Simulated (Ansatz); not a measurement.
System: TiSi31 (cell with a defect).

The calculation's input:

```
crystal:
  lattice:
    - [-5.4338340904, -5.4338340904, -5.4338340904]
    - [5.4338340904, 5.4338340904, -5.4338340904]
    - [5.4338340904, -5.4338340904, 5.4338340904]
  atoms:
    - { symbol: Ti, position: [0.5, 0.75, 0.5] }
    - { symbol: Si, position: [0.5, 0.5, 0.75] }
    - { symbol: Si, position: [0.25, 0.75, 0.75] }
    - { symbol: Si, position: [0.5, 0.25, 0.0] }
    - { symbol: Si, position: [0.25, 0.5, 0.0] }
    - { symbol: Si, position: [0.0, 0.75, 0.0] }
    - { symbol: Si, position: [0.5, 0.0, 0.25] }
    - { symbol: Si, position: [0.25, 0.25, 0.25] }
    - { symbol: Si, position: [0.0, 0.5, 0.25] }
    - { symbol: Si, position: [0.75, 0.75, 0.25] }
    - { symbol: Si, position: [0.25, 0.0, 0.5] }
    - { symbol: Si, position: [0.0, 0.25, 0.5] }
    - { symbol: Si, position: [0.75, 0.5, 0.5] }
    - { symbol: Si, position: [0.0, 0.0, 0.75] }
    - { symbol: Si, position: [0.75, 0.25, 0.75] }
    - { symbol: Si, position: [0.75, 0.0, 0.0] }
    - { symbol: Si, position: [0.75, 0.75, 0.5] }
    - { symbol: Si, position: [0.75, 0.5, 0.75] }
    - { symbol: Si, position: [0.5, 0.75, 0.75] }
    - { symbol: Si, position: [0.75, 0.25, 0.0] }
    - { symbol: Si, position: [0.5, 0.5, 0.0] }
    - { symbol: Si, position: [0.25, 0.75, 0.0] }
    - { symbol: Si, position: [0.75, 0.0, 0.25] }
    - { symbol: Si, position: [0.5, 0.25, 0.25] }
    - { symbol: Si, position: [0.25, 0.5, 0.25] }
    - { symbol: Si, position: [0.0, 0.75, 0.25] }
    - { symbol: Si, position: [0.5, 0.0, 0.5] }
    - { symbol: Si, position: [0.25, 0.25, 0.5] }
    - { symbol: Si, position: [0.0, 0.5, 0.5] }
    - { symbol: Si, position: [0.25, 0.0, 0.75] }
    - { symbol: Si, position: [0.0, 0.25, 0.75] }
    - { symbol: Si, position: [0.0, 0.0, 0.0] }
  host:
    lattice:
      - [0.0, 2.7169170452, 2.7169170452]
      - [2.7169170452, 0.0, 2.7169170452]
      - [2.7169170452, 2.7169170452, 0.0]
    atoms:
      - { symbol: Si, position: [0.25, 0.25, 0.25] }
      - { symbol: Si, position: [0.0, 0.0, 0.0] }
basis:
  ecutwfc: 420
  xc_grid: 2
kpoints:
  mp_grid: { grid: [2, 2, 2], shift: [0.5, 0.5, 0.5] }
hamiltonian:
  xc: pbesol
scf:
  occupations: { method: gaussian, width: 0.02 }
output:
  forces: true
  stress: false
  eigenvalues: true
  charged_corrections: { defect_position: [0.5, 0.75, 0.5] }
  write_density: true
  write_potential: true
  elf: true
  volumetric_format: npy
relax:
  adjacent_minimum: "off"
  f_tol: 0.03
  max_steps: 40
```

Run with:

```sh
ansatz run input.yaml --threads 8 --pin off --max-ram 16384MiB --backend cpu --events-out ev --progress --plain --runs-dir out
```

The fields are those of the run's last geometry, not of the input's.

Computed without spin polarisation.

The calculation used DFT PBEsol, scalar-relativistic, plane waves, PAW in Ansatz.

Question: What will maps of the valence pseudo-density and electron localisation function show?

Answer: Si–Si (2.34 Å): ρ at the midpoint is about 0.57 e/Å³; the ELF peaks at about 0.95 between the atoms (localised, covalent bonding).
Ti–Si (2.49 Å): the density is about 0.5 e/Å³ at the midpoint; the ELF peaks at about 0.95 in the valence shell of Si, 0.9 Å from its nucleus, and is about 0.80 at the midpoint.

Question: Does the calculation make it a metal, or give it a gap?

Answer: It is gapped, with a Kohn–Sham gap of 0.88 eV on the k-point mesh (the band edges may lie off the mesh, which would make the gap smaller).

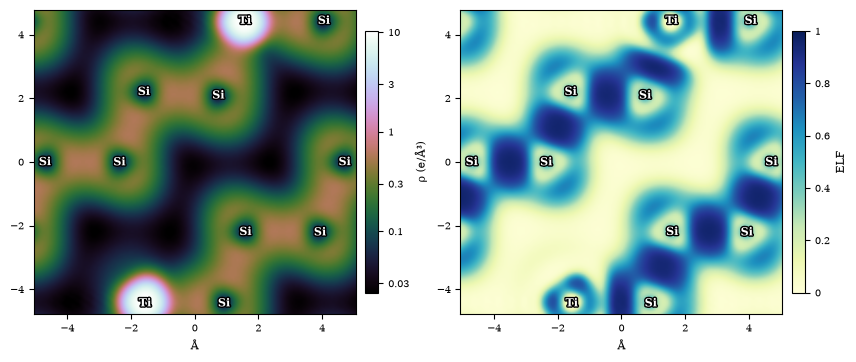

Computed valence pseudo-density and electron localisation function on the (011̄) plane of the calculation cell, in this order. 

The density is the valence pseudo-density of a PAW calculation; it isn't the true density close to the nuclei.
